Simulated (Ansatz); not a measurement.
The coordinates of a crystal:

Space group P4_2/mnm (No. 136). a = 3.851 Å, b = 3.851 Å, c = 2.455 Å, α = 90.00°, β = 90.00°, γ = 90.00°
```
atom  site  symmetry       x       y       z
  Si    2a      m.mm  0.5000  0.5000  0.5000
   O    4f      m.2m  0.6939  0.6939  0.0000
```

> Say what kind of structure these coordinates give.

The solid is SiO2. The structure has P4_2/mnm (No. 136) symmetry and a primitive tetragonal lattice. The prototype is rutile. In the cell are 2 Si, 4 O, which makes 2 formula units. The coordination shell of Si holds six O and two Si (1.62 to 1.67 Å to O, 2.46 Å to Si). Each O atom is coordinated by three Si at 1.62 to 1.67 Å. The bonds build a three-dimensional framework.

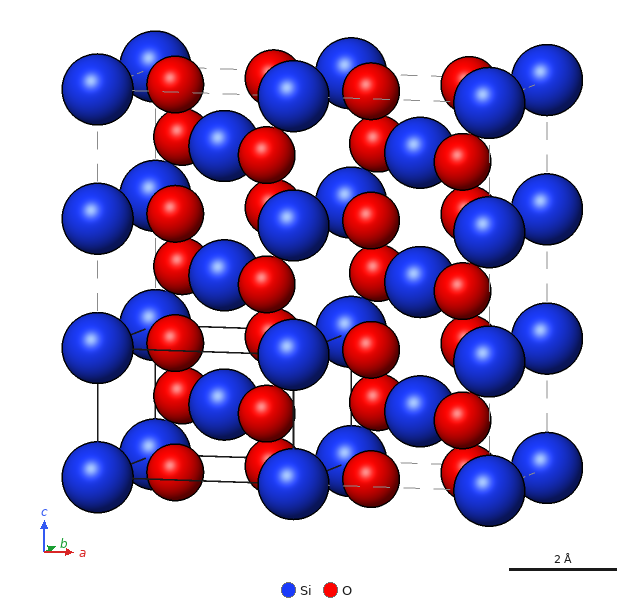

The crystal in a spheres-only representation, seen slightly off an axis. One conventional unit cell is drawn solid; the view covers 2×1×3 cells.

It derives from a structure listed in the Materials Project. The cell was then strained or its atoms displaced on purpose. It went into a calculation with Ansatz.

At this level of theory the run's own cell isn't at rest (compressed, at 139 GPa and forces up to 2.3 eV/Å), so its distances can differ from those at equilibrium, the more so the softer the solid.
